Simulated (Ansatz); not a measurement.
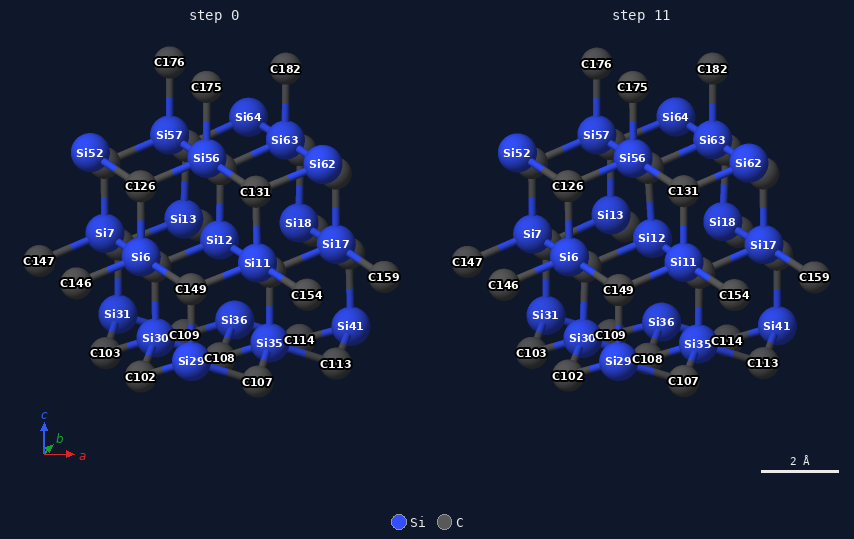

The structure of a defect cell of composition Si₉₆C₉₅ before (left) and after (right) a relaxation, at one scale.

A ball-and-stick model of the atoms within 5.0 Å of the atom that moves most (axes of the cell of the calculation (origin shifted)), seen slightly off an axis.

Computed with DFT, PBEsol, PAW, plane waves (Ansatz 0.2.0). Settings: plane-wave cutoff 420 eV; k-point mesh 1 × 1 × 1; mesh shifted by (0.25, 0.25, 0.25); collinear spin; atoms relaxed in a fixed cell; force threshold 0.03 eV/Å; at most 80 steps.

### Describe what moved and what it gained.

A Si atom moves most: 0.16 Å roughly along [3 1 1]. By element the largest moves are Si 0.16 Å, C 0.11 Å. The cell doesn't change. Among the contacts that change: C–Si 1.866 → 1.933 Å, C–Si 1.950 → 1.888 Å, C–Si 1.845 → 1.899 Å, C–Si 1.832 → 1.880 Å. Among the angles between lasting bonds that change: C–Si–C 111.5° → 105.0°, Si–C–Si 110.3° → 105.5°, Si–C–Si 110.6° → 105.8°. Over 9 accepted moves (11 points after the start) the energy falls by 3.152 eV per cell of the calculation. The largest force component goes from 1.9 to 0.02 eV/Å. The line search rejected the trial step at point 3 of the run. 1 step only repeated the SCF at the same geometry. The run took 51 s on 1 × NVIDIA GB300 Max-Q with 32 threads of Arm Neoverse-V2, peak memory 2.6 GiB.
